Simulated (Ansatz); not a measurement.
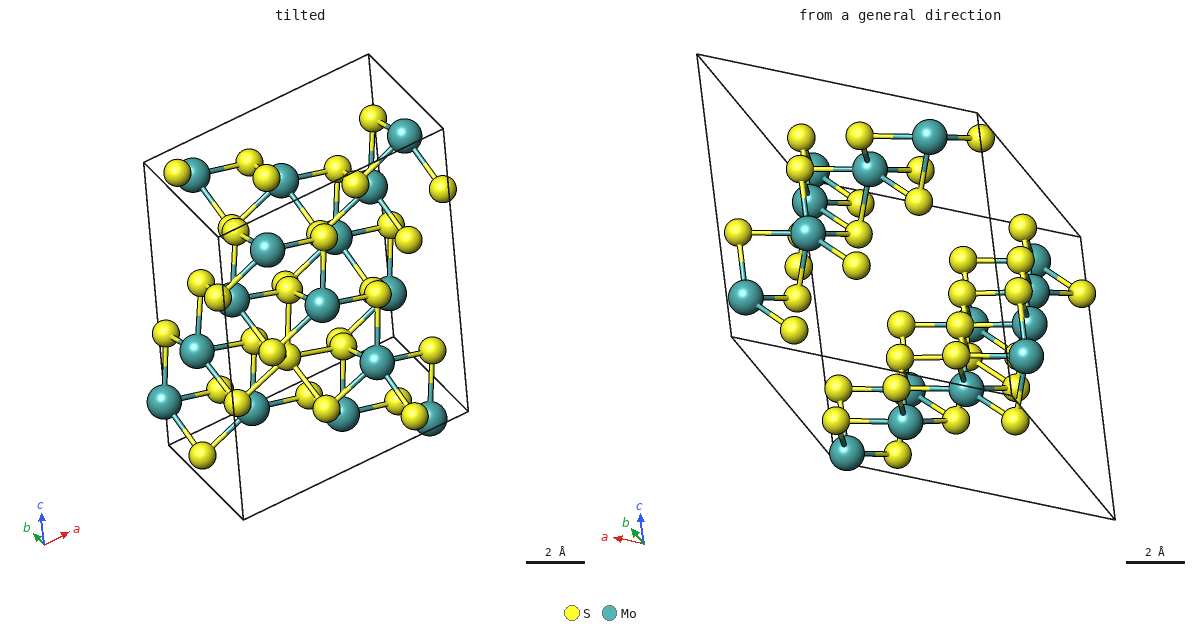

View slightly off an axis and from a general direction, drawn as a ball-and-stick model. Atoms at the boundary of the supercell (the box) are drawn once for each face, edge or corner they touch. The host is MoS2, in a cell of 39 sites, and the cell is neutral.

How does this supercell depart from the perfect host?

Sulfur on a molybdenum site (an antisite). It is bonded to six S in a trigonal prismatic arrangement at about 2.4 Å. Not all metal-metal contacts are counted.

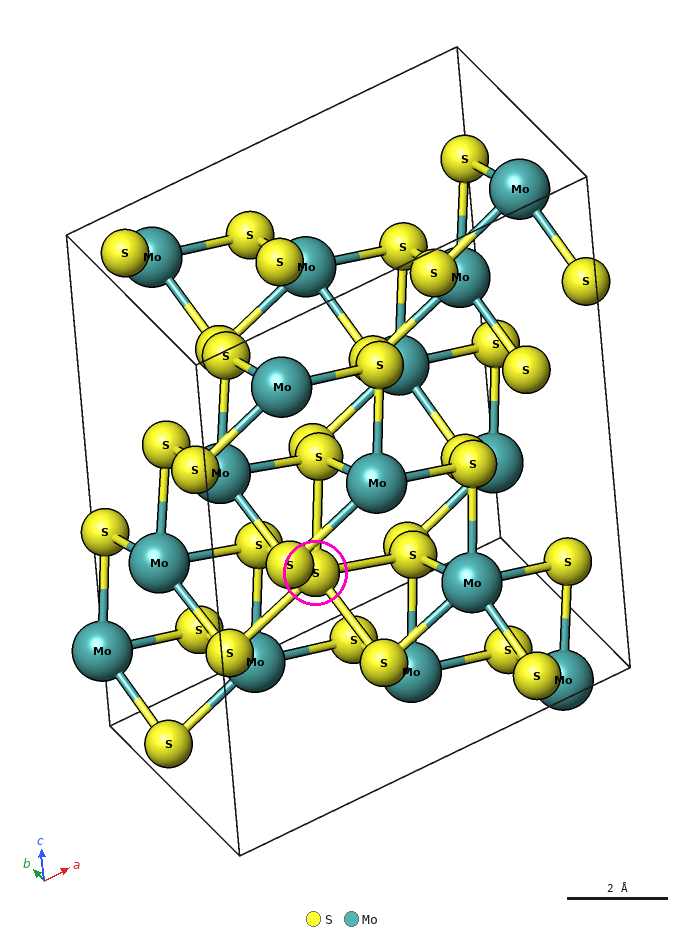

The same cell with a ring at the defect's site.

The atoms were relaxed in the host's cell with DFT PBE, scalar-relativistic, plane waves, PAW (Ansatz 0.2.0).
